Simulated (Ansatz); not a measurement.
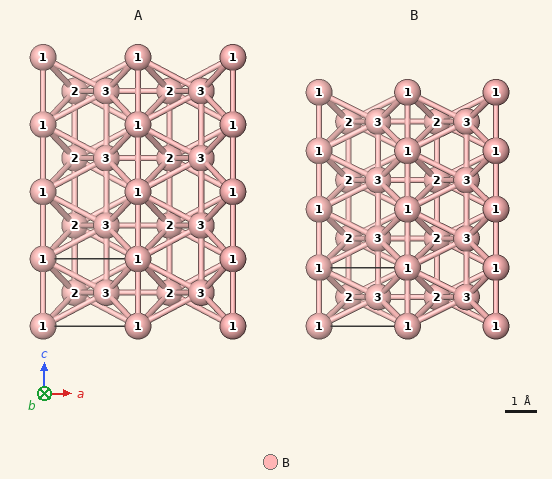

Two geometries of solid B (built on the omega_191 type) (coarse preliminary run), drawn at one scale. One is the start of a relaxation, the other its converged end. A ball-and-stick model of the cell of the calculation, repeated 2 × 1 × 4 with one cell outlined, seen along the b axis.

Method: DFT PBEsol, scalar-relativistic, plane waves, PAW in Ansatz. (plane-wave cutoff 420 eV; k-point mesh 6 × 6 × 8; occupations gaussian; smearing width 0.1 eV; no spin polarisation; cell and atoms relaxed; force threshold 0.04 eV/Å; at most 70 steps)

**Which geometry has the lower energy?**

Structure B is the relaxed one. Case: omega type (P6/mmm, No. 191). The atoms keep their places relative to the cell (all moves are under 0.005 Å). Cell: a = b 3.579 → 3.336 Å (−6.8 %), c 2.194 → 1.909 Å (−13.0 %). Volume −24.4 %. Among the contacts that change: B1–B1 2.194 → 1.909 Å, B1–B2 2.339 → 2.149 Å, B2–B3 2.066 → 1.926 Å. The space group stays P6/mmm (No. 191). Over 7 accepted moves (9 points after the start) the energy falls by 334 meV per atom. All forces vanish by symmetry, so only the cell relaxes. Pressure: −37.37 GPa at the start and −0.29 GPa at the end. The line search rejected the trial step at point 4 of the run. At 1 point the geometry stayed and the basis and grid were re-selected for the new cell (energy shift of 1.1 meV per atom at most each time).
